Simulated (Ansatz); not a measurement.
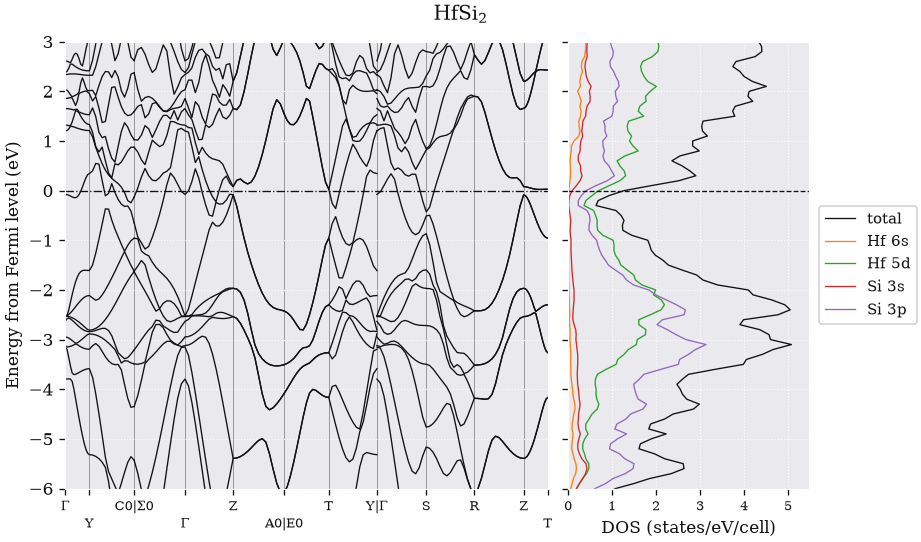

Band structure and density of states. Energies are counted from the Fermi level. The partial curves are projected on Löwdin-orthogonalised atomic shells.

The material is HfSi₂, space group Cmcm (No. 63), 6 atoms in the cell.

Ansatz; DFT PBE, scalar-relativistic, plane waves, PAW, no spin polarisation, 10×10×10 k mesh, 420 eV cutoff.

### Does this material conduct, going by its bands?

A metal: bands cross the Fermi level along this path.

### By band count a gap could open at this filling. What closes it?

The last band that the electron count would fill rises to 0.55 eV above the Fermi level between Y and C0, leaving holes there, and the next band dips to 0.43 eV below it at S, holding electrons: an overlap of 0.98 eV.

### Which levels at S lie nearest to the Fermi level?

At S the nearest levels lie 0.43 eV below and 0.82 eV above the Fermi level.

Spin-orbit coupling is left out, which matters for Hf.
